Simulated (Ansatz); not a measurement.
**InAs (slab): density, localisation and related maps**

The calculation's input:

```
crystal:
  lattice:
    - [4.3743937322, 0.0, 0.0]
    - [0.0, 6.1863269433, 0.0]
    - [0.0, 0.0, 19.3743937322]
  atoms:
    - { symbol: In, position: [0.5, 0.5, 0.3871088873] }
    - { symbol: As, position: [0.0, 0.75, 0.3871088873] }
    - { symbol: In, position: [0.0, 0.0, 0.5] }
    - { symbol: As, position: [0.5, 0.25, 0.5] }
    - { symbol: In, position: [0.5, 0.5, 0.6128911127] }
    - { symbol: As, position: [0.0, 0.75, 0.6128911127] }
basis:
  ecutwfc: 420
kpoints:
  mp_grid: { grid: [8, 6, 1] }
hamiltonian:
  xc: pbe
scf:
  occupations: { method: gaussian, width: 0.1 }
output:
  forces: true
  eigenvalues: true
  write_density: true
  write_potential: true
  elf: true
  volumetric_format: npy
relax:
  adjacent_minimum: "off"
  f_tol: 0.02
  max_steps: 60
efield:
  axis: 3
  dipole_correction: true
```

Run with:

```sh
ansatz run input.yaml --threads 1 --pin off --max-ram 2560MiB --backend cpu --events-out ev --progress --plain --runs-dir out
```

The fields are those of the relaxed geometry.

Level of theory: DFT PBE, scalar-relativistic, plane waves, PAW (Ansatz 0.2.0).

In a PAW calculation such maps are meaningful between the atoms, not at the nuclei.

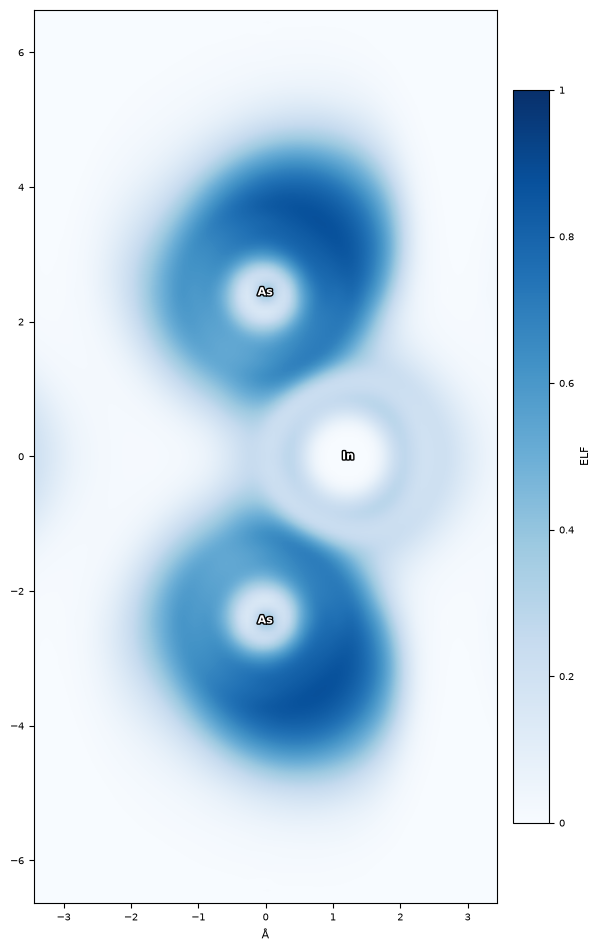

Figure 1. ELF on the (100) plane of the calculation cell, a cut from vacuum to vacuum.

Question: What do the fields say about this system?

Answer: The section cuts through As and In sites.
In–As (2.73 Å): the ELF peaks at about 0.70 in the valence shell of As, 1.1 Å from its nucleus, and is about 0.55 at the midpoint.
The ELF also peaks beside As, away from the bonds: lone-pair regions.

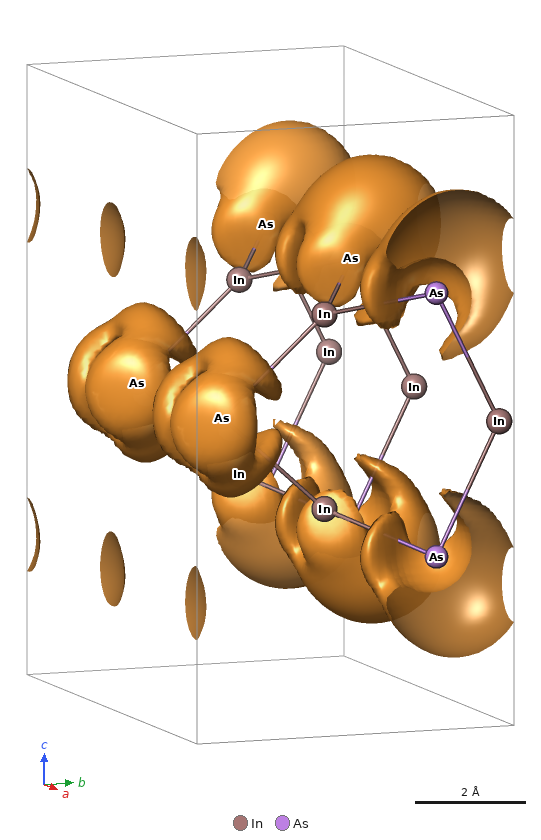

Figure 2. Isosurface of the ELF at 0.65 (orange), seen slightly off an axis. Core shells and regions of very low density are left out. Sticks mark near contacts.

Question: Identify the bonds, lone pairs and shells in this picture.

Answer: The ELF exceeds this value in three regions wrapped around As (the valence shell of each), counted in one cell of 6 atoms. Counts are for one cell; the picture repeats the cell along the surface.


In–As (2.65 Å): the ELF peaks at about 0.70 in the valence shell of As, 1.1 Å from its nucleus, and is about 0.55 at the midpoint. In–As (2.72 Å): the ELF peaks at about 0.75 between the atoms; a covalent bond.

Question: Does the calculation give a band gap?

Answer: It is gapped, with a Kohn–Sham gap of 0.55 eV on the k-point mesh, an upper bound to the gap of this method.
